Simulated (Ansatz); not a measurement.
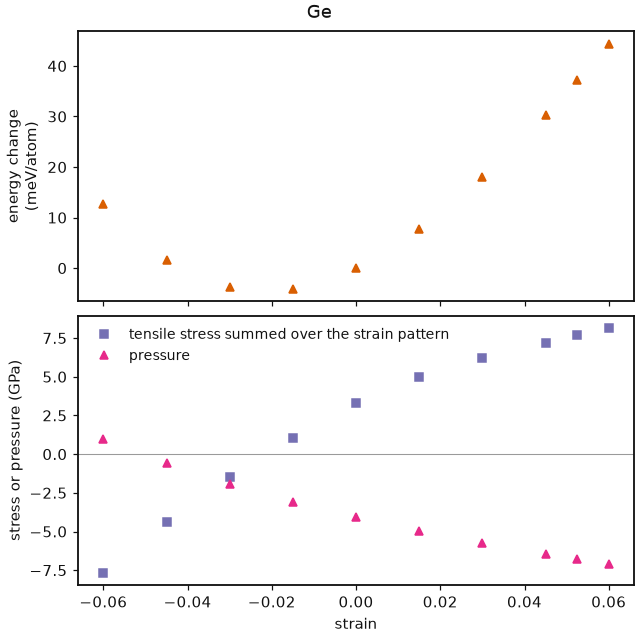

The figure shows the energy change, tensile stress summed over the strain pattern and pressure against strain for Ge, space group Cmmm (No. 65).

Starting cell:
```yaml
crystal:
  lattice:
    - [1.39715, -2.60052, 0.00000]
    - [1.39715, 2.60052, 0.00000]
    - [0.00000, 0.00000, 2.69823]
  atoms:
    - { symbol: Ge, position: [0.50000, 0.50000, 0.00000] }
```

How it was computed, with Ansatz 0.2.0: homogeneous strain of a crystal along one Voigt pattern with engineering shear, fractional coordinates fixed, by plane-wave density functional theory with PAW datasets, free energies less that of the undisturbed cell, pressure positive in compression; scalar-relativistic. Level: PBEsol, no spin polarisation.

```json
{"setting": "wave cutoff", "value": "420 eV"}
{"setting": "k mesh", "value": "20×20×18"}
{"setting": "occupations", "value": "Gaussian"}
{"setting": "smearing width", "value": "0.15 eV"}
{"setting": "k shift", "value": "(0, 0, 0) (mesh steps)"}
{"setting": "start", "value": "as given"}
{"setting": "strain pattern", "value": "(1, 0, 0, 0, 0, 0) (xx yy zz yz xz xy with engineering shear)"}
```

### Is the given structure stable along this path?

No: the energy falls towards negative values, so the start isn't a stationary minimum along this path.

### Where is the energy change lowest, and are there other minima?

The lowest computed point is at strain −0.0150 (−4.08 meV/atom), and no other minimum shows.

### How does the tensile stress summed over the strain pattern vary with strain?

It rises from −7.7 GPa at strain −0.0600 to 8.2 GPa at 0.0600, and changes sign near −0.021.

### How does the pressure vary with strain?

It falls from 0.954 GPa at strain −0.0600 to −7.087 GPa at 0.0600, and changes sign near −0.051.

### Which elastic constant follows from the slope of the stress, and how large is it?

The slope of stress against strain at the start, which at zero pressure is the clamped-ion constant C11, is 127 GPa.

Keep in mind: reference crystal is not relaxed.
